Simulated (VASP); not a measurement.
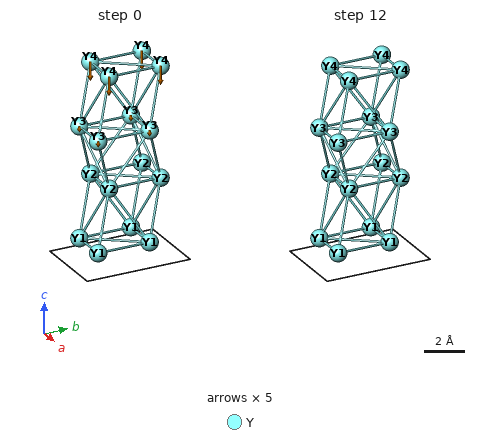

The structure of a slab of composition Y before (left) and after (right) a relaxation, at one scale. The orange arrows give the displacements, 5 times their true length.

Style: ball-and-stick. Shown: the 2 × 2 repeat of the cell, outlined in the plane, without the vacuum, slightly off an axis.

The run lets the atoms move in a fixed cell. 2 atoms are held fixed.

All numbers below come from Kohn-Sham DFT of a periodic cell, PBE with D3, VASP PAW PBE potentials, recommended in VASP.

Input
```
PREC     = Accurate       # precision mode
ENCUT    = 520            # plane-wave cutoff, eV
EDIFF    = 1E-6           # SCF threshold, eV
ISMEAR   = 0              # smearing method
SIGMA    = 0.05           # smearing width, eV
LREAL    = False          # projectors in reciprocal space
LASPH    = True           # aspherical terms in the spheres
NELM     = 100            # most SCF steps
ALGO     = Fast           # electronic algorithm
ISIF     = 2              # what is computed and relaxed
LWAVE    = False          # write WAVECAR
LCHARG   = False          # write CHGCAR
LDIPOL   = True         
IDIPOL   = 3            
DIPOL    = 0.5 0.5 0.500
GGA      = PE             # functional
IVDW     = 11             # dispersion correction
IBRION   = 2              # ionic algorithm
NSW      = 40             # ionic steps
EDIFFG   = -0.005         # ionic threshold
```

Run as
```bash
cat potpaw_PBE.64/Y_sv/POTCAR > POTCAR
mpirun -np 1 vasp_std > vasp.out
```

Question: Summarise the run.

Answer: Over 12 geometry steps the energy falls by 22.5 meV per cell of the calculation. Largest force component: 0.25 eV/Å at the start, 0.23 eV/Å at the end. The atom that moves furthest is Y4 (0.20 Å along the normal (−c)). The cell stays as it was. Among the contacts that change: Y3–Y4 3.564 → 3.456 Å, Y2–Y3 3.564 → 3.512 Å.
